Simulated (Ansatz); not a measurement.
# SiC: what the fields show

```yaml
crystal:
  lattice:
    - [3.71889, 0.00000, 0.00000]
    - [0.00000, 3.71889, 0.00000]
    - [0.00000, 0.00000, 3.71889]
  atoms:
    - { symbol: Si, position: [0.00000, 0.00000, 0.00000] }
    - { symbol: Si, position: [0.50000, 0.50000, 0.00000] }
    - { symbol: Si, position: [0.50000, 0.00000, 0.50000] }
    - { symbol: Si, position: [0.00000, 0.50000, 0.50000] }
    - { symbol: C, position: [0.50000, 0.00000, 0.00000] }
    - { symbol: C, position: [0.00000, 0.50000, 0.00000] }
    - { symbol: C, position: [0.00000, 0.00000, 0.50000] }
    - { symbol: C, position: [0.50000, 0.50000, 0.50000] }
```

Space group Fm-3m; a generated structure, not necessarily the stable one; changed on purpose from its base cell (volume × 0.78); computed pressure about 105 GPa in this cell.

All numbers below come from DFT HSE06, scalar-relativistic, plane waves, PAW (Ansatz).

The density is the valence pseudo-density of a PAW calculation; it isn't the true density close to the nuclei.

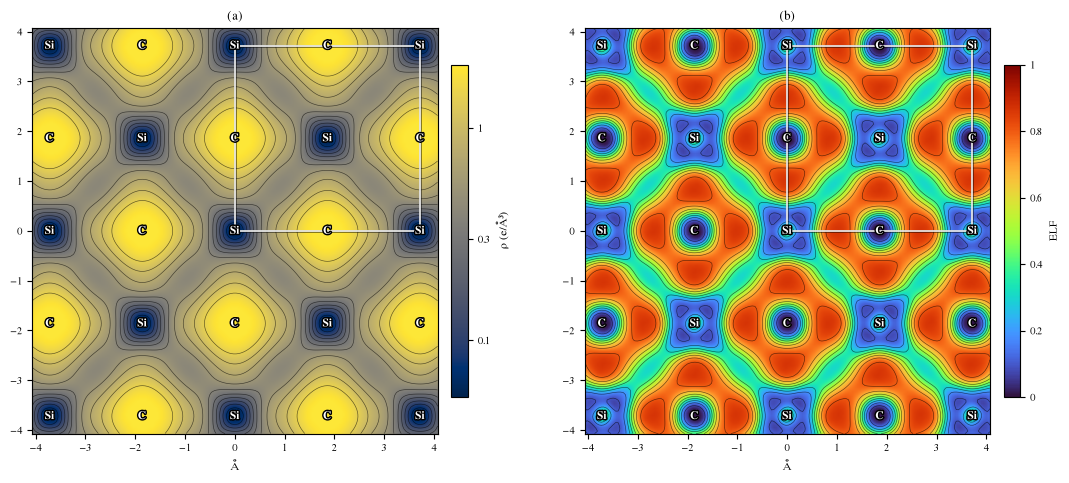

Figure 1. (a) valence pseudo-density; (b) ELF on the (001) plane of the conventional cell.

**Describe what can be read from this map.**

- The plane passes through Si and C nuclei.
- Si–C (1.86 Å): ρ is about 0.87 e/Å³ halfway; the ELF peaks at about 0.85 between the atoms.
- Between the atoms the lowest density in this plane is 0.41 e/Å³.

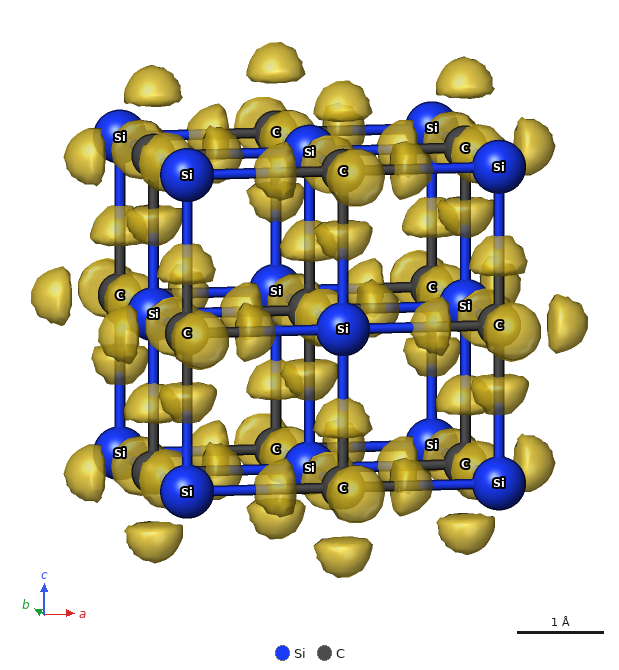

Figure 2. Isosurface of the ELF at 0.8 (yellow), seen slightly off an axis. Core shells and regions of very low density are left out. Sticks mark near contacts.

**What do the ELF domains correspond to?**

The surface consists of 24 regions between bonded C–Si atoms (shared pairs), counted in one cell of 8 atoms. Regions shared between cells count once.

**Does the calculation give a band gap?**

It is gapped, with a Kohn–Sham gap of 2.0 eV on the k-point mesh (the band edges may lie off the mesh, which would make the gap smaller).
